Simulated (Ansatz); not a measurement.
**What a change does: single-point calculation on CoSi₂**

System: CoSi₂ (3 atoms in the cell).
Method of the first run: Kohn-Sham DFT of a periodic cell, PBE, Ansatz PAW, spin-polarised (Ansatz 0.2.0).

The structure derives from an entry of the Crystallography Open Database. Text and figures count atoms from 1; the logs count them from 0 in places.

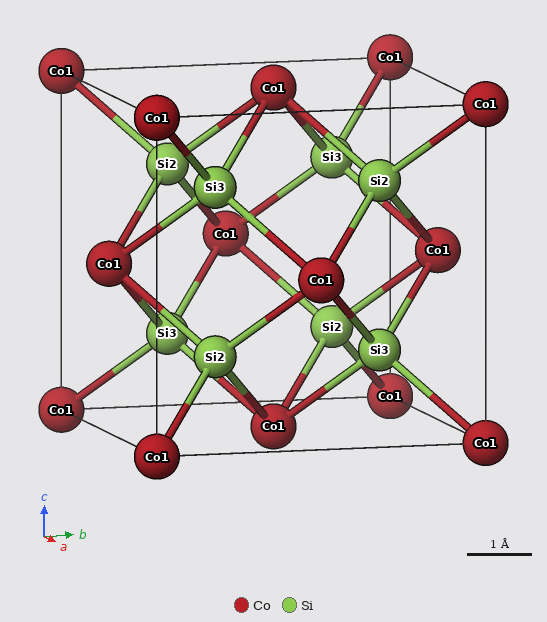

The structure as given in the input (ball-and-stick view of the cell 4 times as large as that of the calculation, set on its symmetry axes, seen slightly off an axis; atoms are numbered from 1 in the order of the input). An atom can appear more than once, as a periodic image. Near neighbours in the periodic cell (some may lie outside the picture): Co has 8 Si at 2.32 Å; Si has 4 Co at 2.32 Å.

**The input, the first run**
```yaml
crystal:
  lattice:
    - [0.0, 2.678, 2.678]
    - [2.678, 0.0, 2.678]
    - [2.678, 2.678, 0.0]
  atoms:
    - { symbol: Co, position: [0.0, 0.0, 0.0], spin: 0.09 }
    - { symbol: Si, position: [0.75, 0.75, 0.75] }
    - { symbol: Si, position: [0.25, 0.25, 0.25] }
hamiltonian:
  xc: pbe
  pseudopotentials: { kind: paw }
magnetization:
  spin_polarized: true
kpoints:
  mp_grid: { grid: [9, 9, 9] }
scf:
  occupations: { method: fermi_dirac, width: 0.05 }
output:
  forces: true
  stress: true
  eigenvalues: true
```

Launched with:
```bash
ansatz run input.yaml --threads 2 --pin off --max-ram 5632MiB --backend cpu --events-out ev --progress --plain --runs-dir out
```

Hardware: 2 threads of AMD EPYC (Zen 3), 192 GiB of memory available, shared host.

**Output, shortened to warnings, some set-up lines, iterations and results (the first run)**
```
WARN: the starting moments were not kept: the SCF closed with an absolute magnetisation of 4.2e-7 μB, where they sum to 0.09 μB in size (1 site). That is at most 0.1 of that sum. Measured as dr2_m measures the in/out step, that magnetisation stands 2.8e-13 eV from none, at or under the dr2_threshold of 1.0e-7 eV: it is no larger than a step whose dr2_m would equal this threshold. The system may …
Basis set: ecut = 420 eV, 749 PW (Γ), exchange–correlation on 54×54×54 points (8 copies of the dense FFT grid, shifted against one another)
Symmetry: 48 space group operations
k-points: 35 of 729
Initial density: superposition of atomic densities (chi_scale 0.1, normalization cell)
[...]
SCF iter   1: F=—  HF=-6397.606782 eV  |F-HF|=—  |Δ(HF+E_count)|=         —  Δρ=4.19e-2 (↑4.19e-2 ↓3.43e-2)  dr2=1.33e0  dr2_m=1.00e-2  M=0.012 μB ∫|m|=0.020 μB  β_m=0.30  …
SCF iter   2: F=—  HF=-6397.338204 eV  |F-HF|=—  |Δ(HF+E_count)|=   2.69e-1  Δρ=2.43e-2 (↑2.02e-2 ↓2.43e-2)  dr2=1.02e0  dr2_m=5.97e-3  M=0.009 μB ∫|m|=0.014 μB  β_m=0.33  …
SCF iter   3: F=—  HF=-6398.174860 eV  |F-HF|=—  |Δ(HF+E_count)|=   8.37e-1  Δρ=2.09e-2 (↑1.74e-2 ↓2.09e-2)  dr2=8.57e-1  dr2_m=3.48e-3  M=0.006 μB ∫|m|=0.010 μB  β_m=0.18  …
SCF iter   4: F=—  HF=-6398.701584 eV  |F-HF|=—  |Δ(HF+E_count)|=   5.27e-1  Δρ=1.41e-2 (↑1.37e-2 ↓1.41e-2)  dr2=4.36e-1  dr2_m=2.11e-3  M=0.006 μB ∫|m|=0.009 μB  β_m=0.22  …
SCF iter   5: F=—  HF=-6399.138962 eV  |F-HF|=—  |Δ(HF+E_count)|=   4.37e-1  Δρ=1.25e-2 (↑1.25e-2 ↓1.08e-2)  dr2=1.45e-1  dr2_m=6.68e-4  M=0.003 μB ∫|m|=0.005 μB  β_m=0.76  …
SCF iter   6: F=—  HF=-6399.141290 eV  |F-HF|=—  |Δ(HF+E_count)|=   2.33e-3  Δρ=1.14e-2 (↑1.09e-2 ↓1.14e-2)  dr2=1.28e-1  dr2_m=2.47e-5  M=-0.001 μB ∫|m|=0.001 μB  β_m=0.88  …
SCF iter   7: F=—  HF=-6399.174554 eV  |F-HF|=—  |Δ(HF+E_count)|=   3.33e-2  Δρ=6.38e-4 (↑5.99e-4 ↓6.38e-4)  dr2=7.79e-4  dr2_m=3.89e-6  M=-0.000 μB ∫|m|=0.000 μB  β_m=0.94  …
SCF iter   8: F=—  HF=-6399.175378 eV  |F-HF|=—  |Δ(HF+E_count)|=   8.24e-4  Δρ=2.31e-4 (↑2.09e-4 ↓2.31e-4)  dr2=1.11e-4  dr2_m=1.82e-7  M=0.000 μB ∫|m|=0.000 μB  β_m=0.97  …
SCF iter   9: F=—  HF=-6399.175450 eV  |F-HF|=—  |Δ(HF+E_count)|=   7.22e-5  Δρ=5.64e-5 (↑4.98e-5 ↓5.64e-5)  dr2=5.98e-6  dr2_m=5.78e-9  M=0.000 μB ∫|m|=0.000 μB  β_m=0.98  …
SCF iter  10: F=—  HF=-6399.175454 eV  |F-HF|=—  |Δ(HF+E_count)|=   3.58e-6  Δρ=9.52e-6 (↑9.17e-6 ↓9.52e-6)  dr2=1.02e-7  dr2_m=3.88e-11  M=-0.000 μB ∫|m|=0.000 μB  β_m=0.99  …
SCF iter  11: F=—  HF=-6399.175454 eV  |F-HF|=—  |Δ(HF+E_count)|=   4.03e-8  Δρ=8.68e-6 (↑8.54e-6 ↓8.68e-6)  dr2=8.25e-8  dr2_m=1.78e-12  M=-0.000 μB ∫|m|=0.000 μB  β_m=0.87  …
SCF iter  12: F=-6399.175454 eV  HF=-6399.175454 eV  |F-HF|=2.27e-8  |Δ(HF+E_count)|=   5.30e-9  Δρ=4.59e-6 (↑4.52e-6 ↓4.59e-6)  dr2=2.59e-8  dr2_m=4.03e-13  M=-0.000 μB …
SCF 1 converged in 12 iterations: F = -6399.175454 eV  dr2 = 2.59e-8
WARN: the starting moments were not kept: the SCF closed with an absolute magnetisation of 4.2e-7 μB, where they sum to 0.09 μB in size (1 site). That is at most 0.1 of that sum. Measured as dr2_m measures the in/out step, that magnetisation stands 2.8e-13 eV from none, at or under the …
SCF converged after 12 iterations
Magnetization: -0.0000 μB (12.5000 up, 12.5000 down)
Absolute magnetization: 0.0000 μB (∫|ρ↑−ρ↓|, with the PAW one-centre terms)
Spin contamination: 0.0000 ħ² per cell (⟨S²⟩ above its minimum at these occupations)
Per-site moments (μB) at R_I (Å): [(-3.0729395325622576e-7, 0.9566766129255746), (2.991415227715306e-8, 0.9566766129255746), (2.9914152256288904e-8, 0.9566766129255748)]
Free energy (F): -6399.175454 eV
Harris-Foulkes:  -6399.175454 eV  (|F-HF|=2.27e-8)
Internal energy: -6399.165337 eV  (E = F + TS)
E sigma→0 (E₀):  -6399.170395 eV
Entropy (-TS):   -0.010117 eV (-3.372 meV/atom)
Fermi energy:    12.855846 eV
--- Per-component energies (eV) ---
  E_band       = -284.078298
  E_kinetic    = 547.543220
  E_local      = -4096.223148  (includes V_loc(G=0)·N_el)
  E_nonlocal   = 501.278558
  E_hartree    = 1782.288406
  E_xc         = -274.105549
  E_vxc        = -305.262126  (∫ρ·V_xc dr)
  E_paw        = -2541.460540  (= ΣΔE_a)
[...]
```

For the second run the input was changed thus:
```diff
-    - { symbol: Co, position: [0.0, 0.0, 0.0], spin: 0.09 }
+    - { symbol: Co, position: [0.0, 0.0, 0.0], spin: 2.0 }
```

How does the second run compare with the first run?

The energy is the same within 0.01 meV per atom. The number of SCF iterations is the same.

**Output, shortened to warnings, some set-up lines, iterations and results (the second run)**
```
WARN: the starting moments were not kept: the SCF closed with an absolute magnetisation of 4.2e-7 μB, where they sum to 2 μB in size (1 site). That is at most 0.1 of that sum. Measured as dr2_m measures the in/out step, that magnetisation stands 2.1e-14 eV from none, at or under the dr2_threshold of 1.0e-7 eV: it is no larger than a step whose dr2_m would equal this threshold. The system may hold …
Basis set: ecut = 420 eV, 749 PW (Γ), exchange–correlation on 54×54×54 points (8 copies of the dense FFT grid, shifted against one another)
Symmetry: 48 space group operations
k-points: 35 of 729
Initial density: superposition of atomic densities (chi_scale 0.1, normalization cell)
[...]
SCF iter   1: F=—  HF=-6398.191072 eV  |F-HF|=—  |Δ(HF+E_count)|=         —  Δρ=1.52e-1 (↑1.52e-1 ↓9.31e-2)  dr2=1.48e0  dr2_m=5.02e0  M=0.314 μB ∫|m|=0.417 μB  β_m=0.30  …
SCF iter   2: F=—  HF=-6397.602377 eV  |F-HF|=—  |Δ(HF+E_count)|=   5.89e-1  Δρ=1.06e-1 (↑8.34e-2 ↓1.06e-1)  dr2=1.02e0  dr2_m=3.03e0  M=0.195 μB ∫|m|=0.291 μB  β_m=0.64  …
SCF iter   3: F=—  HF=-6399.343755 eV  |F-HF|=—  |Δ(HF+E_count)|=    1.74e0  Δρ=5.39e-2 (↑5.39e-2 ↓2.81e-2)  dr2=4.09e-1  dr2_m=4.96e-1  M=0.064 μB ∫|m|=0.123 μB  β_m=0.78  …
SCF iter   4: F=—  HF=-6399.221189 eV  |F-HF|=—  |Δ(HF+E_count)|=   1.23e-1  Δρ=1.59e-2 (↑1.59e-2 ↓1.33e-2)  dr2=3.45e-1  dr2_m=8.82e-4  M=-0.006 μB ∫|m|=0.010 μB  β_m=0.76  …
SCF iter   5: F=—  HF=-6399.162202 eV  |F-HF|=—  |Δ(HF+E_count)|=   5.90e-2  Δρ=9.91e-3 (↑9.91e-3 ↓8.30e-3)  dr2=7.00e-2  dr2_m=2.43e-4  M=0.001 μB ∫|m|=0.006 μB  β_m=0.88  …
SCF iter   6: F=—  HF=-6399.172995 eV  |F-HF|=—  |Δ(HF+E_count)|=   1.08e-2  Δρ=4.02e-3 (↑2.54e-3 ↓4.02e-3)  dr2=9.48e-3  dr2_m=3.25e-4  M=-0.004 μB ∫|m|=0.005 μB  β_m=0.94  …
SCF iter   7: F=—  HF=-6399.175356 eV  |F-HF|=—  |Δ(HF+E_count)|=   2.36e-3  Δρ=6.58e-4 (↑6.58e-4 ↓3.58e-4)  dr2=4.63e-4  dr2_m=1.38e-5  M=-0.001 μB ∫|m|=0.001 μB  β_m=0.97  …
SCF iter   8: F=—  HF=-6399.175443 eV  |F-HF|=—  |Δ(HF+E_count)|=   8.69e-5  Δρ=1.73e-4 (↑1.58e-4 ↓1.73e-4)  dr2=5.75e-5  dr2_m=1.13e-7  M=-0.000 μB ∫|m|=0.000 μB  β_m=0.99  …
SCF iter   9: F=—  HF=-6399.175453 eV  |F-HF|=—  |Δ(HF+E_count)|=   1.08e-5  Δρ=1.83e-5 (↑1.76e-5 ↓1.83e-5)  dr2=7.23e-7  dr2_m=1.39e-8  M=0.000 μB ∫|m|=0.000 μB  β_m=0.99  …
SCF iter  10: F=—  HF=-6399.175454 eV  |F-HF|=—  |Δ(HF+E_count)|=   4.48e-7  Δρ=6.57e-6 (↑6.57e-6 ↓5.18e-6)  dr2=4.37e-8  dr2_m=3.41e-10  M=0.000 μB ∫|m|=0.000 μB  β_m=1.00  …
SCF iter  11: F=—  HF=-6399.175454 eV  |F-HF|=—  |Δ(HF+E_count)|=   3.33e-9  Δρ=4.11e-7 (↑4.11e-7 ↓2.86e-7)  dr2=1.80e-10  dr2_m=8.89e-12  M=0.000 μB ∫|m|=0.000 μB  β_m=1.00  …
SCF iter  12: F=-6399.175454 eV  HF=-6399.175454 eV  |F-HF|=8.78e-10  |Δ(HF+E_count)|=  1.45e-10  Δρ=9.05e-7 (↑9.05e-7 ↓9.03e-7)  dr2=9.09e-10  dr2_m=1.27e-13  M=0.000 μB …
SCF 1 converged in 12 iterations: F = -6399.175454 eV  dr2 = 9.09e-10
WARN: the starting moments were not kept: the SCF closed with an absolute magnetisation of 4.2e-7 μB, where they sum to 2 μB in size (1 site). That is at most 0.1 of that sum. Measured as dr2_m measures the in/out step, that magnetisation stands 2.1e-14 eV from none, at or under the dr2_threshold …
SCF converged after 12 iterations
Magnetization: 0.0000 μB (12.5000 up, 12.5000 down)
Absolute magnetization: 0.0000 μB (∫|ρ↑−ρ↓|, with the PAW one-centre terms)
Spin contamination: 0.0000 ħ² per cell (⟨S²⟩ above its minimum at these occupations)
Per-site moments (μB) at R_I (Å): [(1.2091365613191523e-7, 0.9566766129255746), (1.8947740543462363e-8, 0.9566766129255746), (1.894774046545348e-8, 0.9566766129255748)]
Free energy (F): -6399.175454 eV
Harris-Foulkes:  -6399.175454 eV  (|F-HF|=8.78e-10)
Internal energy: -6399.165337 eV  (E = F + TS)
E sigma→0 (E₀):  -6399.170395 eV
Entropy (-TS):   -0.010117 eV (-3.372 meV/atom)
Fermi energy:    12.855813 eV
--- Per-component energies (eV) ---
  E_band       = -284.079405
  E_kinetic    = 547.543341
  E_local      = -4096.234205  (includes V_loc(G=0)·N_el)
  E_nonlocal   = 501.281262
  E_hartree    = 1782.297903
  E_xc         = -274.105286
  E_vxc        = -305.261790  (∫ρ·V_xc dr)
  E_paw        = -2541.462068  (= ΣΔE_a)
[...]
```

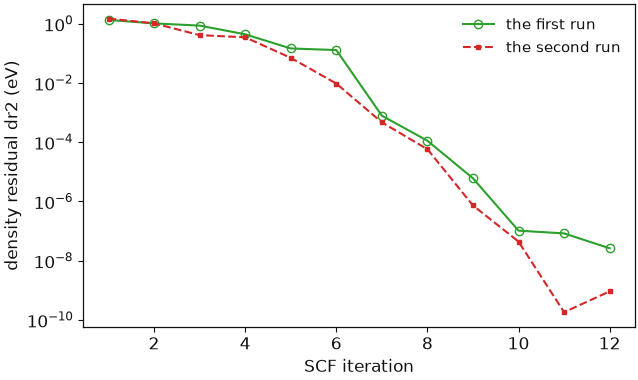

Convergence of the two runs: density residual dr2 against the SCF iteration. The first run takes 12 iterations in all, and the second run takes 12.

**The two runs side by side**

```tsv
quantity	the first run	the second run
outcome	converged	converged
free energy per atom (eV)	−2133.0585	−2133.0585
energy per atom, smearing taken to zero (eV)	−2133.0568	−2133.0568
gap on the mesh (eV)	0.00	0.00
net moment of the cell (μB)	0.00	0.00
absolute moment of the cell (μB)	0.00	0.00
pressure (GPa)	0.47	0.47
largest force (eV/Å)	0.000	0.000
SCF iterations	12	12
irreducible k-points	35	35
plane waves at Γ	749	749
wall time (shared host)	1.8 s	1.9 s
```

For both runs: Warnings: some starting moments were not kept.
